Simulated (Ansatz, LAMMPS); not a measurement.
# Static equation of state of glassy 56SiO2-26Al2O3-18BaO (mol %) (114 atoms)

Density of this cell: 2.95 g/cm³. The cell holds 114 atoms: 19 Si, 18 Al, 6 Ba and 71 O. Cell: a = 11.891 Å, b = 11.718 Å, c = 12.048 Å, α = 93.2°, β = 88.2°, γ = 91.4°. The starting structure: 114 atoms (19 Si, 18 Al, 6 Ba, 71 O) placed at random at 3.09 g/cm³, melted at 4000 K for 10 ps at fixed volume with the Morse and Coulomb pair potential with partial charges (Pedone, Malavasi, Menziani, Cormack and Segre, J. Phys. Chem. B 110, 11780 (2006)). Quenched from 4000 K to 300 K at 20 K/ps and fixed volume, held 10 ps at zero pressure, then minimised at fixed cell.

Calculated with Ansatz 0.2.0: Kohn-Sham DFT, RPBE, PAW (set soft_2), plane waves; cutoff 420 eV, Γ point, fixed occupations. Cell and atoms were relaxed first, to V0 = 14.691 Å³ an atom at a residual P0 = 0.005 GPa. The cell was then scaled evenly, and the atoms were relaxed at each volume.

| volume (Å³/atom) | pressure (GPa) |
| --- | --- |
| 13.222 | ? |
| 13.810 | 3.469 |
| 14.251 | 1.793 |
| 15.132 | -1.635 |
| 15.573 | -2.878 |

Task: Fit the third-order Birch–Murnaghan equation to the rows given and extrapolate to the withheld row.

**Working.**

Take the Eulerian strain f = ½[(V0/V)^(2/3) − 1] and the normalised pressure F = (P − P0) / [3f(1 + 2f)^(5/2)]. The third-order Birch–Murnaghan equation is then the line F = B0 + (3/2)B0(B′ − 4) f, so u = f and v = F.

```
      u = f  v = F (GPa)
  0.0210566      49.4605
  0.0102568      55.2452
-0.00975621      58.8565
 -0.0190505      55.5885
```

With n = 4: mean u = 6.2668e-4, mean v = 54.7877, Σ(u − ū)² = 0.0010051, Σ(u − ū)(v − v̄) = -0.16243. Slope b = -0.16243 / 0.0010051 = -161.61; intercept a = v̄ − b ū = 54.889.

So B0 = a = 54.9 GPa and B′ = 4 + 2b/(3a) = 2.04. At the withheld volume f = 0.03638, F = a + b f = 49.01 GPa, and P = P0 + 3f(1 + 2f)^(5/2) F.

Prediction at 13.222: 6.381 GPa. The run gave 5.648 GPa, so the fit is high by 0.73 GPa (13 % of the value).

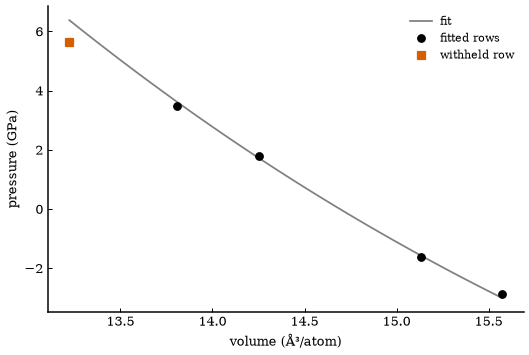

The fit, the rows that it rests on and the withheld row.

The series isn't one smooth equation of state: even a line fitted to all rows, the withheld one included, misses F by up to 6.1 %, the count of bonds changes along the series and an atom moves over 0.5 Å in some relaxation. B0 and B′ are then only the numbers of this fit, not moduli of the material. Among the rows given, the largest miss of the fit is at 13.810, by 0.14 GPa (1.7 % of the range of the table).

Limits: Static cells at zero temperature; the cell shape is held. The program notes that the SCF threshold of these relaxations is loose for the stress. The quench rate of 20 K/ps is many orders above laboratory rates, so the cell is likely richer in defects and strain than a real sample. The network of bonds at the start is that of the classical potential that made the cell, and needn't be the one that DFT or experiment would give. Only the Γ point is sampled, in a cell whose shortest periodic width is 12 Å.

[Logs are printed without paths, hosts, clocks, repeated set-up lines and the standing remarks that a program may print on its own settings, such as how far it seeks lower states.]

[Hosts, paths, dates, database ids (printed as entryN), source tags and the programs' standing remarks are cut or masked in the printed files.]
